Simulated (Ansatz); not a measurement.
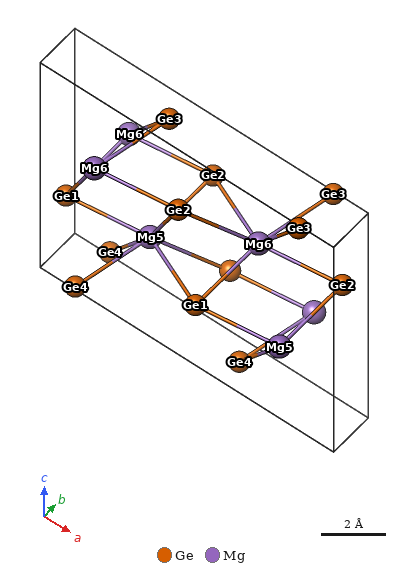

Starting structure of crystalline MgGe₂ (set up in C2/m). Style: ball-and-stick. Shown: the conventional cell (2 times the calculation's cell), slightly off an axis. Lengths and directions refer to the drawn axes.

The run lets cell and atoms move.

Level of theory: Kohn-Sham DFT of a periodic cell, LDA, Ansatz PAW (Ansatz 0.2.0).

Input
```yaml
crystal:
  lattice:
    - [5.521485, -1.849846, 0.0]
    - [5.521485, 1.849846, 0.0]
    - [-3.217625, 0.0, 6.007774]
  atoms:
    - { symbol: Ge, position: [0.529234, 0.529234, 0.293621] }
    - { symbol: Ge, position: [0.470766, 0.470766, 0.706379] }
    - { symbol: Ge, position: [0.88039, 0.88039, 0.98544] }
    - { symbol: Ge, position: [0.11961, 0.11961, 0.01456] }
    - { symbol: Mg, position: [0.815286, 0.815286, 0.349253] }
    - { symbol: Mg, position: [0.184714, 0.184714, 0.650747] }
hamiltonian:
  xc: lda
  pseudopotentials: { kind: paw }
kpoints:
  mp_grid: { grid: [8, 8, 5] }
scf:
  occupations: { method: fermi_dirac, width: 0.05 }
output:
  forces: true
  stress: true
  eigenvalues: true
relax:
  f_tol: 0.01
  max_steps: 40
  cell: { stress_tol: 0.05 }
```

Launched with:
```bash
ansatz run input.yaml --threads 2 --pin off --max-ram 5632MiB --backend cpu --events-out ev --progress --plain --runs-dir out
```

Q: Predict the outcome.

A: The largest moves relative to the cell, 0.69 Å, are those of Ge3 and Ge4. Ge4 goes along [−1 0 −2]. By element the largest moves are Ge 0.69 Å, Mg 0.66 Å. Cell: a 11.043 → 11.528 Å (+4.4 %), b 3.700 → 3.813 Å (+3.1 %), c 6.815 → 6.557 Å (−3.8 %), β 118.2° → 124.6°. Volume −3.4 %. Near-neighbour distances that change, for instance: Ge1–Ge2 3.169 → 2.477 Å, Ge1–Mg5 3.161 → 3.679 Å, Ge1–Ge3 2.697 → 2.480 Å, Ge1–Mg5 (another image) 2.999 → 2.824 Å. New bonds form, among them: Ge1–Ge2 (3.17 → 2.48 Å). Bond angles that change, for instance: Ge2–Mg6–Ge4 124.4° → 179.9°, Ge4–Ge3–Mg5 126.9° → 168.3°, Ge1–Mg6–Ge4 115.7° → 84.1°. The space group stays C2/m (No. 12). After 11 accepted moves (13 points after the start) the energy has fallen by 74.2 meV per atom. Largest force component: 0.19 eV/Å at the start, 0.0033 eV/Å at the end. The pressure goes from −4.32 to 0.01 GPa. The line search rejected the trial step at point 7 of the run. At 1 point the geometry stayed and the basis and grid were re-selected for the new cell (energy shift of less than 0.05 meV per atom at most each time). Cost: 8.2 min on 2 threads of AMD EPYC 7R43 64-Core Processor (Zen 3) (shared host), peak memory 0.69 GiB.

After the run, drawn alike:

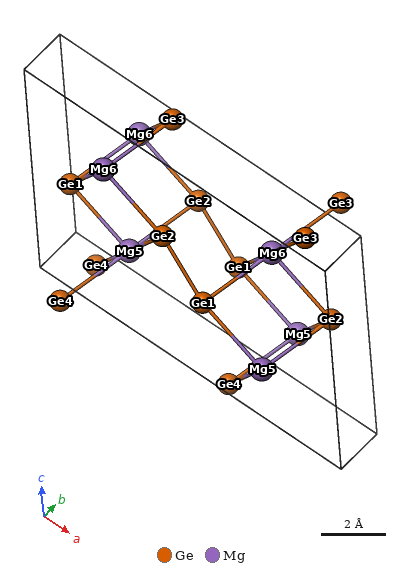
